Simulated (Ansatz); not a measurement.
System: FeHO.

Input file:

```
crystal:
  lattice:
    - [2.8925833746, 0.0, 0.0]
    - [0.0, 2.8925833746, 0.0]
    - [0.0, 0.0, 7.2451373911]
  atoms:
    - { symbol: Fe, position: [0.0, 0.5, 0.1119832981], spin: 3.05 }
    - { symbol: Fe, position: [0.5, 0.0, 0.8880167019], spin: 3.05 }
    - { symbol: H, position: [0.0, 0.5, 0.4889208596] }
    - { symbol: H, position: [0.5, 0.0, 0.5110791404] }
    - { symbol: O, position: [0.0, 0.5, 0.3542526625] }
    - { symbol: O, position: [0.5, 0.0, 0.6457473375] }
basis:
  ecutwfc: 420
kpoints:
  mp_grid: { grid: [14, 14, 6] }
hamiltonian:
  xc: pbe
scf:
  occupations: { method: gaussian, width: 0.1 }
output:
  forces: true
  stress: true
  eigenvalues: true
  populations: true
  write_density: true
  write_potential: true
  elf: true
  volumetric_format: npy
magnetization:
  spin_polarized: true
relax:
  adjacent_minimum: "off"
  f_tol: 0.01
  max_steps: 80
  cell: { stress_tol: 0.05 }
```

Run with:

```sh
ansatz run input.yaml --threads 1 --pin off --max-ram 2560MiB --backend cpu --events-out ev --progress --plain --runs-dir out
```

Below, planes, directions and counts refer to the conventional cell (a = 2.89 Å, b = 2.89 Å, c = 7.26 Å, α = 90.00°, β = 90.00°, γ = 90.00°).

The fields are those of the run's last geometry, not of the input's.

Space group P4/nmm; a structure generated by program, which may or may not match a known phase; spin-polarised.

All numbers below come from DFT PBE, scalar-relativistic, plane waves, PAW (Ansatz).

> Predict the valence pseudo-density, electron localisation function and spin density between the atoms.

O–H (0.98 Å): the density is about 3.7 e/Å³ at the midpoint; the ELF climbs to about 1 towards the hydrogen, as it does in any bond to H (an ordinary covalent bond to hydrogen).
Fe–O (1.76 Å): the density is about 1 e/Å³ at the midpoint; the ELF peaks at about 0.80 in the valence shell of O, 0.5 Å from its nucleus, and is about 0.20 at the midpoint (no localised pair shows between them).
The spin density sits on Fe: +2.8 μB (×2) in one cell of 6 atoms, with smaller moments on other sites: O (up to +0.12 μB): parallel main moments (a ferromagnetic arrangement) in this solution. The cell of the calculation (6 atoms) carries 7.0 μB of net spin moment.

> Does the calculation give a band gap?

It is gapless in this calculation (a metal or semimetal); semilocal functionals without U, or without the true magnetic order, often close the gap of such compounds.

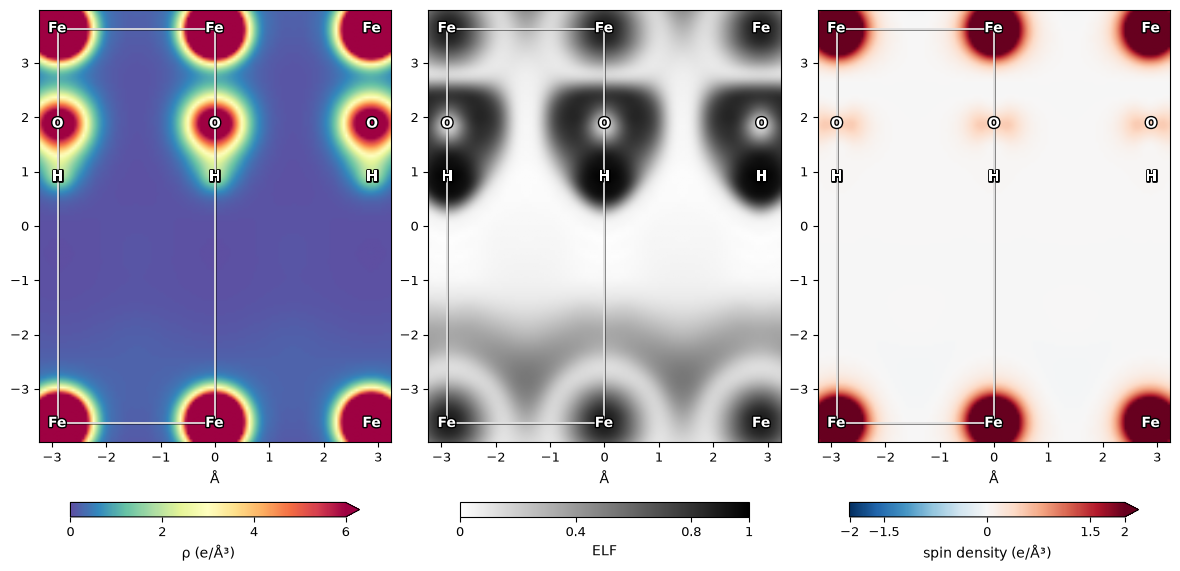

Computed valence pseudo-density, electron localisation function and spin density on the (010) plane of the conventional cell, in this order. 

The density is the valence pseudo-density of a PAW calculation; it isn't the true density close to the nuclei.
